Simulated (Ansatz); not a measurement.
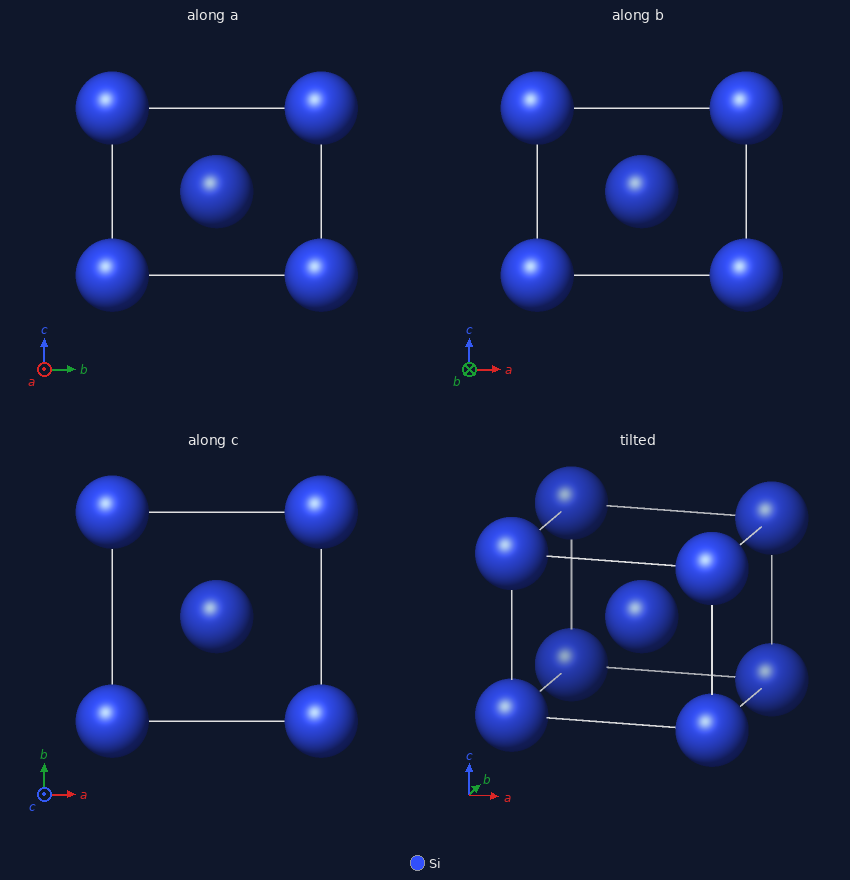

A spheres-only picture of a crystal structure, seen along the a axis, along the b axis, along the c axis and slightly off an axis. Lines trace the edges of the conventional unit cell.

Lattice parameters: a = 3.310 Å, b = 3.310 Å, c = 2.645 Å, α = 90.00°, β = 90.00°, γ = 90.00°. Put a along x and b in the xy plane.

Question: Express the structure as a POSCAR file.

Answer:
```
Si
1.0
     3.310    0.000    0.000
     0.000    3.310    0.000
     0.000    0.000    2.645
Si
2
Direct
  0.5000 0.5000 0.5000
  0.0000 0.0000 0.0000
```

Its origin is a random cell made by a generator, so it need not be a real form of the element. Earlier steps of the study, as a rule a relaxation of our own, may have changed the cell and positions, so they can lie some per cent off the listed ones. A calculation with Ansatz used it as input.
